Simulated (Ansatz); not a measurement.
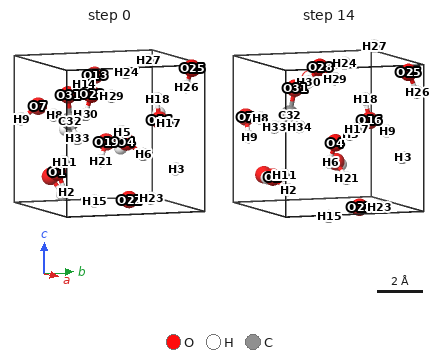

The structure of an amorphous cell of composition H22CO11 before (left) and after (right) a relaxation, at one scale.

Style: ball-and-stick. Shown: the cell of the calculation, slightly off an axis.

The cell holds 10 H2O + 1 H2CO. The run prepares the start of a later molecular dynamics calculation, from a guessed geometry.

Level of theory: Ansatz 0.2.0, DFT PBE, scalar-relativistic, plane waves, PAW. Set-up: plane-wave cutoff 420 eV; k-point mesh 1 × 1 × 1; occupations fermi dirac; smearing width 0.05 eV; no spin polarisation; atoms relaxed in a fixed cell; force threshold 0.3 eV/Å; at most 15 steps.

> Summarise the run.

The relaxation stopped without meeting its thresholds, so the last structure isn't shown to be converged. It used up its limit of 15 steps. After 14 geometry steps the energy has fallen by 225 meV per atom. Largest force component: 3.2 eV/Å at the start, 0.91 eV/Å at the end. An H atom moves most: 1.64 Å roughly along [2 1 −1]. By element the largest moves are H 1.64 Å, O 1.27 Å, C 0.50 Å. The cell stays as it was. Among the contacts that change: H–O 0.969 → 1.019 Å, H–O 0.969 → 0.995 Å, C–O 1.220 → 1.228 Å, H–O 0.969 → 0.974 Å. Among the angles between lasting bonds that change: H–O–H 104.0° → 109.7°, H–O–H 104.0° → 108.0°, H–C–H 115.7° → 118.6°. Cost: 37 s on 1 thread of Intel(R) Xeon(R) Platinum 8259CL CPU @ 2.50GHz (Skylake/Cascade Lake), on a shared host, peak memory 0.51 GiB.

Limits of the set-up: the program's low-accuracy preset was used; the periodic images lie only 6.6 Å apart, so the values are limited by the cell's size.
